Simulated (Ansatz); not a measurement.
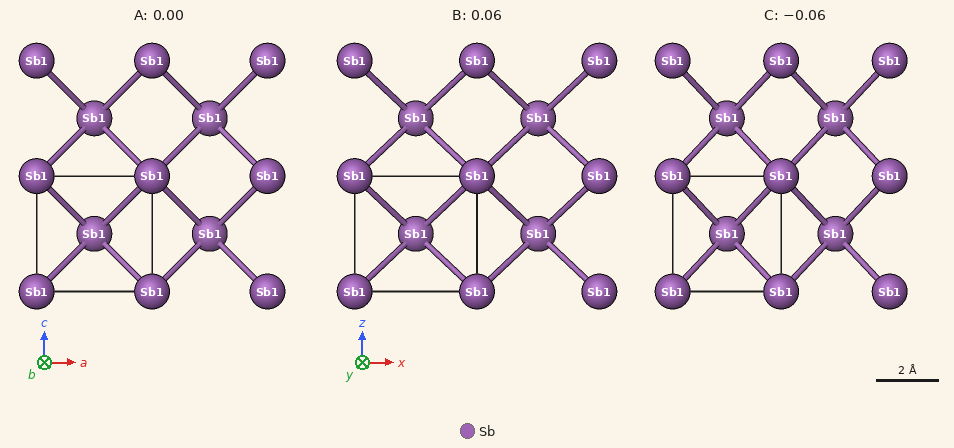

A scan of solid Sb (Im-3m): the cell is strained along x alone, with the atoms kept at their fractional coordinates. x, y and z are the Cartesian axes of the input. Style: ball-and-stick. Shown: the conventional cell (2 times the calculation's cell), repeated 2 × 2 × 2 with one cell outlined, along the b axis. Lengths and directions refer to the drawn axes.

Level of theory: DFT PBEsol, scalar-relativistic, plane waves, PAW in Ansatz. Set-up: plane-wave cutoff 420 eV; k-point mesh 18 × 18 × 18; occupations gaussian; smearing width 0.15 eV; no spin polarisation. Energies (free energies at the smearing named) are counted from the cell as listed in its source, which wasn't relaxed.

Q: Order these geometries by energy, lowest first.

A: Lowest first: A (the strain 0.00, 0.0 meV/atom), C (the strain −0.06, 24.8 meV/atom), B (the strain 0.06, 31.4 meV/atom). Over the whole scan: the lowest computed point lies at the strain 0.00 (0.0 meV/atom). At the ends of the scan the energy is 24.8 meV/atom (−0.06) and 31.4 meV/atom (0.06). The unrelaxed reference is under a pressure of −0.7 GPa, which tilts the curve. The distortion takes the space group from Im-3m to I4/mmm. At the strain −0.06 the cell of the drawing goes a 3.743 → 3.518 Å.
